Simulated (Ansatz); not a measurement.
# AlN: 5 runs along one coordinate

System: AlN (P6₃mc, 4 atoms in the cell).
Method: Kohn-Sham DFT of a periodic cell, LDA, Ansatz PAW, no spin polarisation (Ansatz 0.2.0).

The 5 runs differ only in the geometry, by an even scaling of the cell at fixed fractional positions. The structure derives from an entry of the Crystallography Open Database.

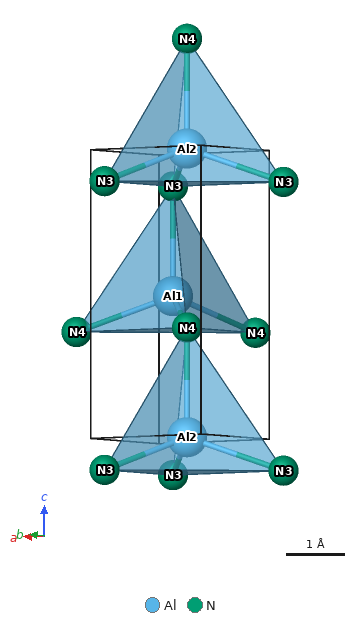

Figure 1. The structure of run 3 (polyhedral view of the cell of the calculation, seen at an oblique angle; polyhedra are completed across the faces of the cell; atoms are numbered from 1 in the order of the input).

**Input of run 3**
```yaml
crystal:
  lattice:
    - [3.113, 0.0, 0.0]
    - [-1.5565, 2.695937082, 0.0]
    - [0.0, 0.0, 4.981]
  atoms:
    - { symbol: Al, position: [0.6666666667, 0.3333333333, 0.5] }
    - { symbol: Al, position: [0.3333333333, 0.6666666667, 0.0] }
    - { symbol: "N", position: [0.6666666667, 0.3333333333, 0.88] }
    - { symbol: "N", position: [0.3333333333, 0.6666666667, 0.38] }
hamiltonian:
  xc: lda
  pseudopotentials: { kind: paw }
kpoints:
  mp_grid: { grid: [10, 10, 6] }
scf:
  occupations: { method: fermi_dirac, width: 0.05 }
output:
  forces: true
  stress: true
  eigenvalues: true
```

Command:
```bash
ansatz run input.yaml --threads 2 --pin off --max-ram 5120MiB --backend cpu --events-out ev --progress --plain --runs-dir out
```

Run 4 differs from it as follows:
```diff
-    - [3.113, 0.0, 0.0]
-    - [-1.5565, 2.695937082, 0.0]
-    - [0.0, 0.0, 4.981]
+    - [3.1336164949, 0.0, 0.0]
+    - [-1.5668082474, 2.7137914903, 0.0]
+    - [0.0, 0.0, 5.0139877163]
```

**Results, with one run withheld**

```csv
run,volume per atom (Å³),"free energy per atom, from the lowest run given (meV)",pressure (GPa),gap on the mesh (eV)
1,9.824,10.33,8.82,4.79
2,10.242,0.00,−0.60,4.42
3,10.451,3.47,−4.65,4.24
4,10.660,?,?,?
5,11.078,42.18,−14.64,3.73
```

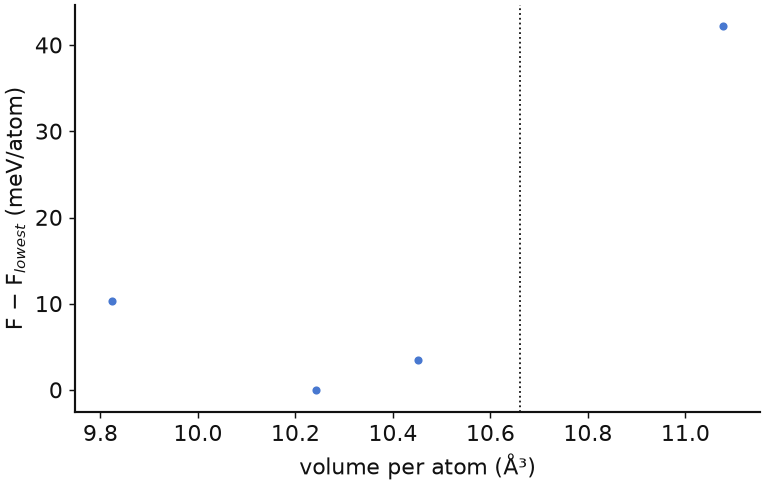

Figure 2. Free energy per atom of the runs given; the dotted line marks run 4.

Estimate the energy of run 4 from the others.

A quadratic polynomial in V^(−2/3) (the Birch–Murnaghan form), fitted to the 4 runs given, misses them by at most 0.01 meV per atom. With x = V^(−2/3) − 0.21012 Å⁻², it reads F = 1.754 − 1561.9 x + 3.358e+05 x² (meV per atom). At run 4 it gives 11.98 meV per atom, and the run itself gives 11.95. The slope of the fit gives a pressure −dF/dV of −8.32 GPa there, and the run prints −8.32 GPa. The fit has its minimum at 10.212 Å³ per atom, where V d²F/dV² gives 211 GPa. Cell shape and fractional positions are held, so this is the stiffness under even scaling; the relaxed bulk modulus wasn't computed. The gap on the mesh goes, without turning, from 4.79 eV in run 1 to 3.73 eV in run 5; run 4 has 4.07 eV. These are gaps of this functional on this mesh, which can miss the band edges; they aren't the measured gap.

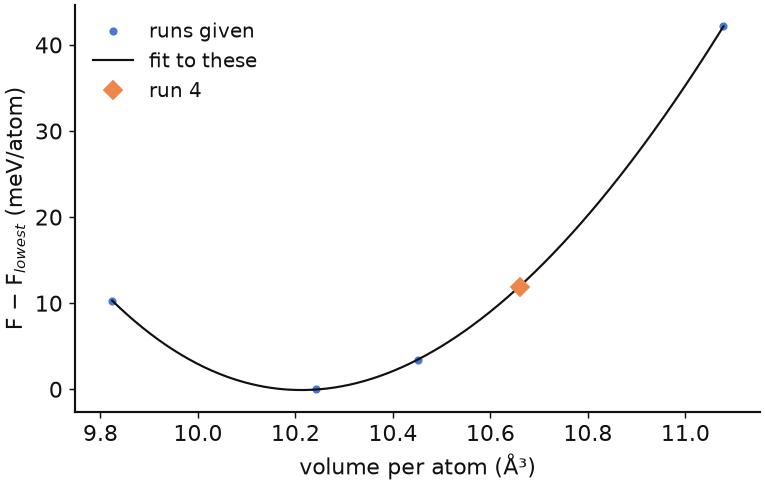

Figure 3. The fit and the withheld run.

**Output, shortened to warnings, some set-up lines, iterations and results (run 4)**
```
Basis set: ecut = 420 eV, 833 PW (Γ)
Symmetry: 12 space group operations
k-points: 56 of 600 (time reversal used)
Initial density: superposition of atomic densities (neutral atoms: chi_scale 0, normalization atom), corrected by the library's trained network
[...]
SCF iter   1: F=—  HF=-1779.677734 eV  |F-HF|=—  |Δ(HF+E_count)|=         —  Δρ=9.24e-3  dr2=4.24e-2  ethr=1.77e-3  ⟨swp⟩=5.5  Hψ=4368  notcnv=0
SCF iter   2: F=—  HF=-1779.665395 eV  |F-HF|=—  |Δ(HF+E_count)|=   1.23e-2  Δρ=2.44e-3  dr2=1.37e-3  ethr=2.65e-4  ⟨swp⟩=2.9  Hψ=1594  notcnv=0
SCF iter   3: F=—  HF=-1779.664875 eV  |F-HF|=—  |Δ(HF+E_count)|=   5.20e-4  Δρ=8.37e-4  dr2=1.32e-4  ethr=8.57e-6  ⟨swp⟩=1.4  Hψ=778  notcnv=0
SCF iter   4: F=—  HF=-1779.664818 eV  |F-HF|=—  |Δ(HF+E_count)|=   5.72e-5  Δρ=2.37e-5  dr2=1.14e-7  ethr=8.22e-7  ⟨swp⟩=2.0  Hψ=1062  notcnv=0
SCF iter   5: F=—  HF=-1779.664818 eV  |F-HF|=—  |Δ(HF+E_count)|=   1.78e-7  Δρ=4.97e-6  dr2=6.71e-9  ethr=7.12e-10  ⟨swp⟩=2.0  Hψ=1117  notcnv=0
SCF iter   6: F=-1779.664818 eV  HF=-1779.664818 eV  |F-HF|=1.82e-12  |Δ(HF+E_count)|=   1.89e-9  Δρ=5.15e-7  dr2=5.98e-11  ethr=4.19e-11  ⟨swp⟩=2.0  Hψ=2082  notcnv=0
SCF 1 converged in 6 iterations: F = -1779.664818 eV  dr2 = 5.98e-11
SCF converged after 6 iterations
Free energy (F): -1779.664818 eV
Harris-Foulkes:  -1779.664818 eV  (|F-HF|=1.82e-12)
Internal energy: -1779.664818 eV  (E = F + TS)
E sigma→0 (E₀):  -1779.664818 eV
Fermi energy:    8.678292 eV
--- Per-component energies (eV) ---
  E_band       = 23.553970
  E_kinetic    = 315.728602
  E_local      = -453.090713  (includes V_loc(G=0)·N_el)
  E_nonlocal   = 114.421756
  E_hartree    = 154.870751
  E_xc         = -200.522613
  E_vxc        = -214.345501  (∫ρ·V_xc dr)
  E_paw        = -1123.573668  (= ΣΔE_a)
  E_vpaw       = -48.901907  (= ΣTr[D̂ρ^β])
  E_aug_tail   = 0.000183  (compensation charges beyond the density's cutoff)
  E_ewald      = -587.770636
  E_core_change = 0.271521  (= ΣΔE_core)
  E_smearing   = -0.000000  (= −TS)
  E_closure    = -0.000000  (closes the sum)
  Σ components = -1779.664818   (vs F -1779.664818, Δ=0.00e0)
--- Forces (eV/Å), atoms counted from 1 ---
  atom   1  Al    -0.00000000    -0.00000000    -0.10226664
  atom   2  Al     0.00000000     0.00000000    -0.10226664
  atom   3  N      0.00000000     0.00000000     0.10226365
  atom   4  N     -0.00000000    -0.00000000     0.10226365
  max |Σ_I F_I| component: 5.99e-6 eV/Å
--- Stress (GPa, compression-positive) ---
       -8.907350      -0.000000      -0.000000
       -0.000000      -8.907350      -0.000000
       -0.000000      -0.000000      -7.136537
  P = ⅓ Tr σ = -8.3171 GPa (-83.171 kbar)
```
